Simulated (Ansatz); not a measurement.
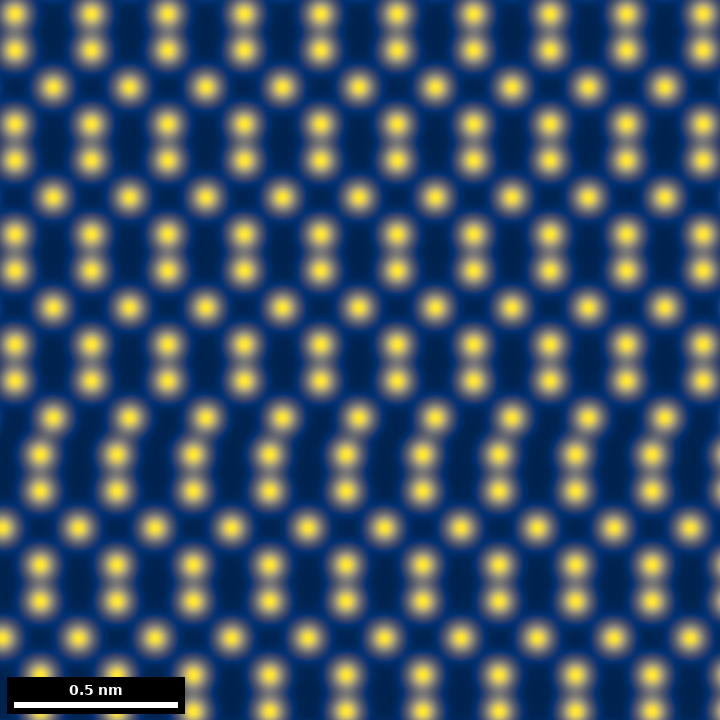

Z-contrast image of Ni (P6/mmm, No. 191) along [100]. Simulated incoherent Z contrast: every atom adds Z^1.7 spread by a probe of 0.78 Å full width; channelling and multiple scattering are left out.

One planar defect was built into the perfect crystal by geometry alone, without relaxation. Host structure: the end point of a relaxation with Ansatz 0.2.0, DFT, LDA (PW92), plane waves (420 eV) with PAW, scalar-relativistic; the starting structure was generated, so it need not be a known form of this composition.

Question: Where does the periodic pattern break, and how?

Answer: A planar fault (a stacking fault) runs horizontally about 13 Å below the top edge. The part above it is shifted along the boundary by 2/3 of the 2.34 Å repeat of the rows (1.6 Å to the right, the same as 0.8 Å to the left); both parts keep the same orientation.
